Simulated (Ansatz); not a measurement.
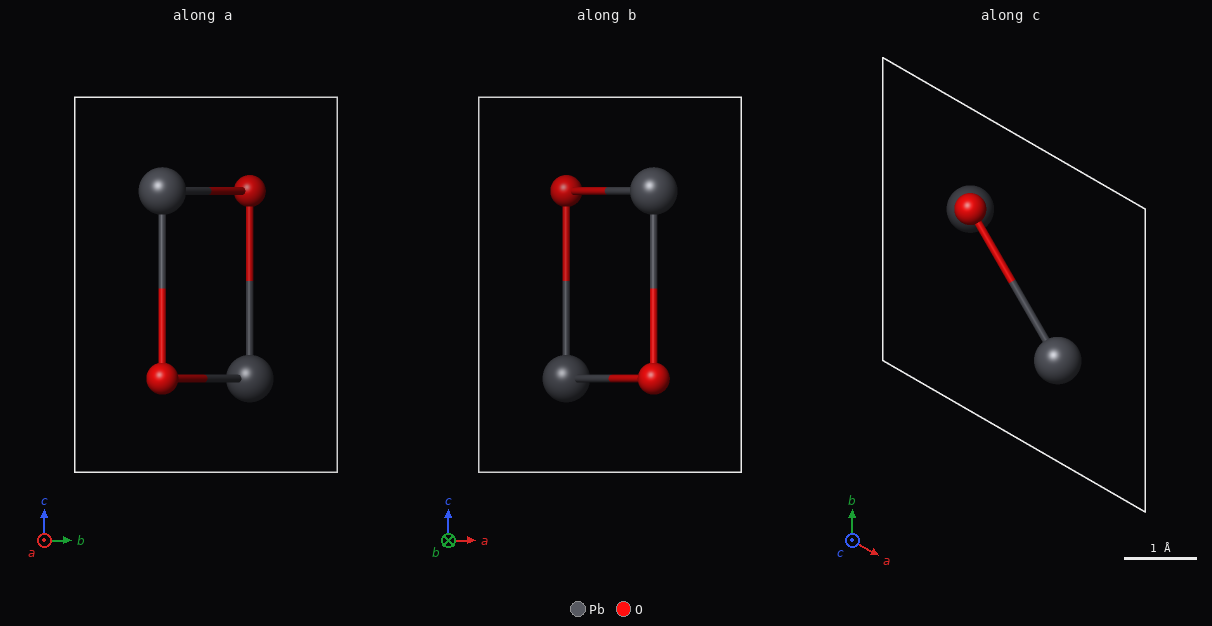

Figure: ball-and-stick view along the a axis, along the b axis and along the c axis. The conventional unit cell is drawn as a box.

Lattice parameters: a = 4.260 Å, b = 4.260 Å, c = 5.277 Å, α = 90.00°, β = 90.00°, γ = 120.00°. Put a along x and b in the xy plane.

Turn the picture into a POSCAR file.

Answer.
```
Pb O
1.0
     4.260    0.000    0.000
    -2.130    3.690    0.000
     0.000    0.000    5.277
Pb O
2 2
Direct
  0.3333 0.6667 0.2500
  0.6667 0.3333 0.7500
  0.6667 0.3333 0.2500
  0.3333 0.6667 0.7500
```

The cell started as a structure type filled with these elements by a generator (whether the compound takes this form wasn't checked). Earlier steps of the study may have refined or changed the cell and positions. It was run through Ansatz as a DFT input.
